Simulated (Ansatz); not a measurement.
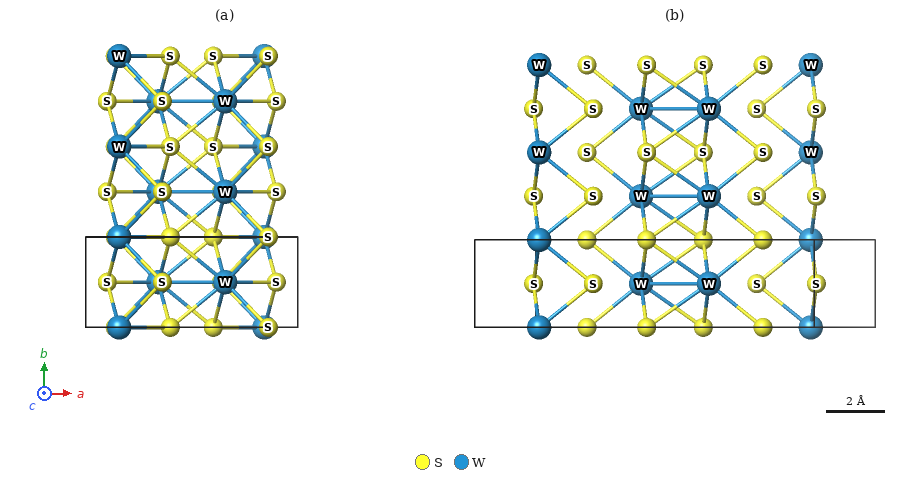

The structure of crystalline WS$_{2}$ (a generated structure, set up in C2/m) (coarse preliminary run) before (left) and after (right) a relaxation, at one scale.

A ball-and-stick model of the conventional cell (2 times the calculation's cell), repeated 1 × 3 × 1 with one cell outlined, seen along the c axis. Lengths and directions refer to the drawn axes.

Case: P → S on all its sites, cell and atoms relaxed.

These are results of DFT PBEsol, scalar-relativistic, plane waves, PAW in Ansatz, not measurements. Settings: plane-wave cutoff 420 eV; k-point mesh 8 × 8 × 4; occupations gaussian; smearing width 0.1 eV; no spin polarisation; cell and atoms relaxed; force threshold 0.05 eV/Å; at most 60 steps.

> What changed between the two?

The energy falls by 479 meV per atom in 19 accepted moves (22 points after the start). Largest force component: 1.3 eV/Å at the start, 0.03 eV/Å at the end. The pressure goes from 10.48 to 0.08 GPa. At 3 points the geometry stayed and the basis and grid were re-selected for the new cell (energy shift of 35.7 meV per atom at most each time). The largest moves relative to the cell, 0.49 Å, are those of S atoms. By element the largest moves are S 0.49 Å, W 0.38 Å. Cell: a 8.396 → 13.204 Å (+57.3 %), b 3.125 → 3.022 Å (−3.3 %), c 7.397 → 7.476 Å (+1.1 %), β 119.2° → 133.7°. Volume +27.3 %. Some distances before and after: S–W 2.501 → 4.635 Å, S–S 2.696 → 4.280 Å, S–S 2.172 → 3.616 Å, S–S 2.596 → 3.598 Å. Bonds break, among them: S–S (2.17 → 3.62 Å), S–W (2.50 → 4.63 Å). Bond angles that change, for instance: W–S–W 115.8° → 84.1°, W–S–W 78.4° → 69.8°, W–S–W 114.4° → 110.1°. The space group stays C2/m (No. 12). The run took 4.6 min on 1 thread of Arm Neoverse V2, with other jobs on the host, peak memory 0.55 GiB.
